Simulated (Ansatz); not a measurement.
**Single-point calculation, with input and output: Si23C (part 1 of 2)**

System: Si23C (slab, 24 atoms in the cell).
Method: DFT PBE, scalar-relativistic, plane waves, PAW, no spin polarisation (Ansatz 0.2.0).

The structure derives from an entry of the Crystallography Open Database. It belongs to a series of runs on one base structure; here: C in place of Si. Figures and captions count atoms from 1; the log counts them from 0 in places.

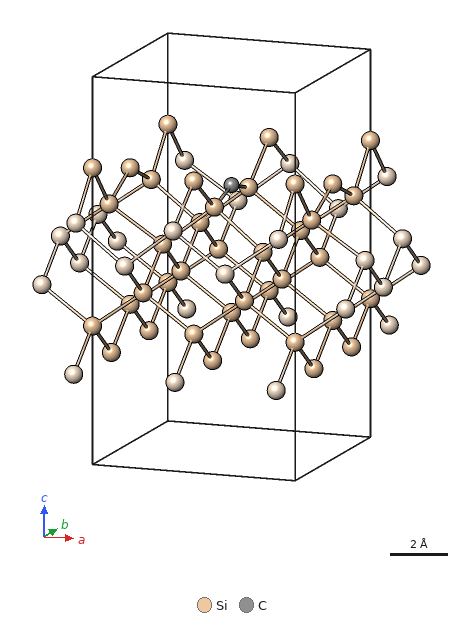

*The structure (ball-and-stick view of the cell of the calculation, with the vacuum cut short, seen slightly off an axis; neighbours outside the cell are drawn fainter). An atom can appear more than once, as a periodic image.*

The input:
```yaml
crystal:
  lattice:
    - [7.680509, 0.0, 0.0]
    - [0.0, 7.680509, 0.0]
    - [0.0, 0.0, 24.7886751213]
  atoms:
    - { symbol: Si, position: [0.0, 0.25, 0.3630690207] }
    - { symbol: Si, position: [0.0, 0.75, 0.3630690207] }
    - { symbol: Si, position: [0.5, 0.25, 0.3630690207] }
    - { symbol: Si, position: [0.5, 0.75, 0.3630690207] }
    - { symbol: Si, position: [0.0, 0.0, 0.4178414104] }
    - { symbol: Si, position: [0.0, 0.5, 0.4178414104] }
    - { symbol: Si, position: [0.5, 0.0, 0.4178414104] }
    - { symbol: Si, position: [0.5, 0.5, 0.4178414104] }
    - { symbol: Si, position: [0.25, 0.0, 0.4726138001] }
    - { symbol: Si, position: [0.25, 0.5, 0.4726138001] }
    - { symbol: Si, position: [0.75, 0.0, 0.4726138001] }
    - { symbol: Si, position: [0.75, 0.5, 0.4726138001] }
    - { symbol: Si, position: [0.2520519581, 0.2514382486, 0.5278984743] }
    - { symbol: Si, position: [0.2520519581, 0.7485617514, 0.5278984743] }
    - { symbol: Si, position: [0.7479480419, 0.2514382486, 0.5278984743] }
    - { symbol: Si, position: [0.7479480419, 0.7485617514, 0.5278984743] }
    - { symbol: Si, position: [0.0, 0.2205729036, 0.5830477596] }
    - { symbol: Si, position: [0.0, 0.7794270964, 0.5830477596] }
    - { symbol: Si, position: [0.5, 0.2734568327, 0.586772641] }
    - { symbol: Si, position: [0.5, 0.7265431673, 0.586772641] }
    - { symbol: Si, position: [0.0, 0.0, 0.6500404258] }
    - { symbol: Si, position: [0.0, 0.5, 0.618250697] }
    - { symbol: Si, position: [0.5, 0.0, 0.6426302626] }
    - { symbol: C, position: [0.5, 0.5, 0.6047559606] }
basis:
  ecutwfc: 420.0
  fft_grid_basis: typed
kpoints:
  mp_grid: { grid: [8, 8, 1] }
hamiltonian:
  xc: pbe
  pseudopotentials: { kind: paw }
scf:
  occupations: { method: gaussian, width: 0.1 }
output:
  forces: true
  eigenvalues: true
  band_densities:
    - { e_range: [-2.0, -1.0] }
    - { e_range: [-1.0, -0.5] }
    - { e_range: [-0.5, -0.25] }
    - { e_range: [-0.25, 0.0] }
    - { e_range: [0.0, 0.25] }
    - { e_range: [0.25, 0.5] }
    - { e_range: [0.5, 1.0] }
    - { e_range: [1.0, 1.5] }
  band_residual_tolerance: 1.0e-05
  write_potential: true
  elf: true
  write_density: true
  volumetric_format: npy
efield:
  axis: 3
  dipole_correction: true
  ramp_width: 0.04
checkpoint:
  read: start.run
  write: ck
  compress: false
  write_wavefunctions: false
  write_every: 100000
```

Hardware: 4 threads of Arm Neoverse V2, 24 GiB of memory available, shared host.

Launch command:
```bash
ansatz run input.yaml --threads 4 --pin off --max-ram 8847MiB --backend cpu --events-out ev --progress --plain --runs-dir out
```

Output:
```
Engine: ansatz 0.2.0, aarch64-unknown-linux-gnu
Pseudopotentials: kind: paw
Pseudopotential: Si, paw, valence charge 4, recommended cutoff 420 eV (normal), Si.paw.azcp
Pseudopotential: C, paw, valence charge 4, recommended cutoff 420 eV (normal), C.paw.azcp
Functional definition: PBE
  parameter kappa = 0.804
  parameter beta = 0.06672455060314922
  exchange = pbe_x(kappa = kappa, mu = beta*pi^2/3)
  correlation = pbe_c(beta = beta)
Crystal: 24 atoms, lattice volume = 1462.289 Å³
Basis set: ecut = 420 eV, 28607 PW (Γ), exchange–correlation on 108×108×360 points (8 copies of the dense FFT grid, shifted against one another)
Bands: 72, of which v1, the nominal top of the filled ones, is band 48 counted from 1 (47 counted from 0)
Symmetry: 4 space group operations
Space group: Pmm2 (ITA 25), of the structure as read, at distance tolerance 1.1e-4 Å
k-points: 25 of 64
Non-local potential: Si, projectors of the file, l = 0: 2, l = 1: 2, l = 2: 2
Non-local potential: C, projectors of the file, l = 0: 2, l = 1: 2, l = 2: 1
PAW form: soft (Blöchl's): semilocal exchange-correlation on the pseudo side does not see the compensation charge
PAW one-centre angular grid: Si, 110 points (default); XC on 64 Gauss nodes
PAW one-centre angular grid: C, 110 points (default); XC on 64 Gauss nodes
Initial density: read from a saved state, or passed on in memory by an earlier SCF of this step, an earlier step, the calling program or the single point that the run made first
Initial wavefunctions: pseudopotential atomic-orbital guess
Functional: x = pbe(κ = 0.804, μ = 0.2195149727645171), c = pbe(β = 0.06672455060314922)
iter 1 solved again at ethr=7.46e-6 eV; its pass at ethr=3.10e-3 eV (dr2=7.16e-3 eV) is discarded
SCF iter   1: F=—  HF=-14857.432332 eV  |F-HF|=—  |Δ(HF+E_count)|=         —  Δρ=2.15e-4  dr2=2.57e-3  ethr=7.46e-6  p=0.150 e·Å  D=1.85e-2 V/Å  ΔV_dip=-0.46 eV  dr2_dipole=5.99e-5  V_vac-E_F(+/−)=4.98/5.44 eV  ⟨swp⟩=3.7  Hψ=14492  notcnv=0
efield: sawtooth ramp at fractional position 0.9800 (handed on by an earlier solve), width 0.0400; the density the first Hamiltonian is built on has a dipole p = 0.150 e·Å; the dipole correction subtracts the counter field D = 1.85e-2 V/Å, which shifts the + side's vacuum level by -0.46 eV against the − side's; the planar-averaged density in the ramp window peaks in size at 2.5e-8 e/Å³
preconditioner: auto → LDOS  [metal: Δε(μ)=0.023 eV  Ē_g=7.000 eV  σ=0.100 eV  W_gap=0.13  n_scr=128 (ndim 8)  ℏωp=9.5 eV  f_vac=0.566  D(μ)=12.44/eV (n_scr^D=48)  β→1.0]
SCF iter   2: F=—  HF=-14857.431997 eV  |F-HF|=—  |Δ(HF+E_count)|=   3.35e-4  Δρ=7.60e-5  dr2=2.96e-4  ethr=2.68e-6  p=0.151 e·Å  D=1.87e-2 V/Å  ΔV_dip=-0.46 eV  dr2_dipole=5.48e-5  V_vac-E_F(+/−)=4.99/5.45 eV  ⟨swp⟩=2.2  Hψ=2729  notcnv=0
SCF iter   3: F=—  HF=-14857.431991 eV  |F-HF|=—  |Δ(HF+E_count)|=   6.00e-6  Δρ=2.58e-5  dr2=3.63e-5  ethr=3.09e-7  p=0.152 e·Å  D=1.88e-2 V/Å  ΔV_dip=-0.47 eV  dr2_dipole=8.11e-8  V_vac-E_F(+/−)=4.99/5.45 eV  ⟨swp⟩=2.8  Hψ=3073  notcnv=0
SCF iter   4: F=—  HF=-14857.432307 eV  |F-HF|=—  |Δ(HF+E_count)|=   3.17e-4  Δρ=9.11e-6  dr2=6.62e-6  ethr=3.78e-8  p=0.152 e·Å  D=1.89e-2 V/Å  ΔV_dip=-0.47 eV  dr2_dipole=1.18e-7  V_vac-E_F(+/−)=4.99/5.45 eV  ⟨swp⟩=2.6  Hψ=3094  notcnv=0
SCF iter   5: F=—  HF=-14857.432307 eV  |F-HF|=—  |Δ(HF+E_count)|=   4.28e-8  Δρ=2.85e-6  dr2=4.88e-7  ethr=6.90e-9  p=0.153 e·Å  D=1.89e-2 V/Å  ΔV_dip=-0.47 eV  dr2_dipole=5.55e-9  V_vac-E_F(+/−)=4.99/5.45 eV  ⟨swp⟩=2.1  Hψ=2573  notcnv=0
SCF iter   6: F=-14857.432308 eV  HF=-14857.432308 eV  |F-HF|=5.67e-8  |Δ(HF+E_count)|=   1.40e-7  Δρ=1.17e-6  dr2=5.91e-8  ethr=1.04e-10  p=0.153 e·Å  D=1.89e-2 V/Å  ΔV_dip=-0.47 eV  dr2_dipole=2.10e-9  V_vac-E_F(+/−)=4.99/5.45 eV  ⟨swp⟩=29.6  Hψ=19979  notcnv=0
SCF 1 converged in 6 iterations: F = -14857.432308 eV  dr2 = 5.91e-8
  greatest PAW one-centre occupation: 0.712 electrons in one spin orbital (limit 2), on the Si atom at site 20 (counted from 0), in its partial waves of l = 0
WARN: The input density's exchange-correlation potential varies sharply where the density is thin. Do not read a vacuum level from v_tot or v_xc, or from such a field of the output density. On a cell that repeats whose density bears no net charge and no dipole along the vacuum's axis use v_es (v_loc + v_h of the components); under efield.dipole_correction with no amplitude use v_es + v_field, which holds any external_charges[].barrier, or the levels of the report's work_function block, which leave it out; under a non-zero efield.amplitude the vacuum is tilted and has no level; on a cell that repeats and bears such a dipole with no correction it is tilted too, and efield.dipole_correction with no amplitude gives each side of its ramp a level where efield: is served; in a cell that repeats whose density bears a net charge (total_charge, or a fill off its count) it is curved and has none; of a slab under crystal.periodic whose density bears no net charge use v_es, which has a level on each side, short of where the two are joined; of another it falls or rises all the way out and has none; of a slab beside external_charges read slab_vacuum_level instead, which it has where they leave it neutral. The grid or the basis barely resolves most such structure, and the values can differ between equally converged runs; as a rule a tighter scf.convergence.dr2_threshold does not remove it. Where the density itself ripples (under the LDA too) a higher basis.ecutwfc lessens it. The files hold the spikes' plane waves up to the density's cutoff. Files: v_tot and the like, and their columns of v_z.tsv (output.write_potential); v_xc and the like, and their columns of v_comp_z.tsv (output.write_potential_components); where files of the output density stand in their place, no point of their own thin density is over the threshold below, and this is of outcome.potential() and, of a run that writes arrays (npy), the arrays of these names. Measured: with its Gaussian average of σ = 0.25 Å subtracted twice, the exchange-correlation potential is over 0.1 eV at 14 of the grid points where the equally averaged density (valence and model cores) is under 1e-3 e/Å³, and 0.124 eV at the most among them, at an averaged density of 6.1e-8 e/Å³. See output.write_potential in the manual, Limitations
SCF converged after 6 iterations
Free energy (F): -14857.432308 eV
Harris-Foulkes:  -14857.432308 eV  (|F-HF|=5.67e-8)
Internal energy: -14857.370172 eV  (E = F + TS)
E sigma→0 (E₀):  -14857.401240 eV
Entropy (-TS):   -0.062135 eV (-2.589 meV/atom)
Fermi energy:    -1.555335 eV
Dipole field:    D = 0.018917 V/Å  (p = 0.152873 e·Å, saw-weighted, corrected)
Work function:   Φ+ = 4.9862 eV   Φ− = 5.4551 eV
Levels:          The Fermi level and band energies are counted from a zero that moves with the ramp; work functions are not
--- Per-component energies (eV) ---
  E_band       = -592.255960
  E_kinetic    = 974.454504
  E_local      = -27162.450698  (includes V_loc(G=0)·N_el)
  E_nonlocal   = 624.836765
  E_hartree    = 13066.006928
  E_xc         = -1296.186183
  E_vxc        = -1104.857659  (∫ρ·V_xc dr)
  E_paw        = -11885.809625  (= ΣΔE_a)
  E_vpaw       = -56.307692  (= ΣTr[D̂ρ^β])
  E_aug_tail   = 0.000158  (compensation charges beyond the density's cutoff)
  E_efield     = 0.001446  (sawtooth field / dipole correction)
  E_vefield    = 0.038514  (∫n·V_field dr)
  E_ewald      = 10821.776533
  E_smearing   = -0.062135  (= −TS)
  E_closure    = 0.000000  (closes the sum)
  Σ components = -14857.432308   (vs F -14857.432308, Δ=0.00e0)
```
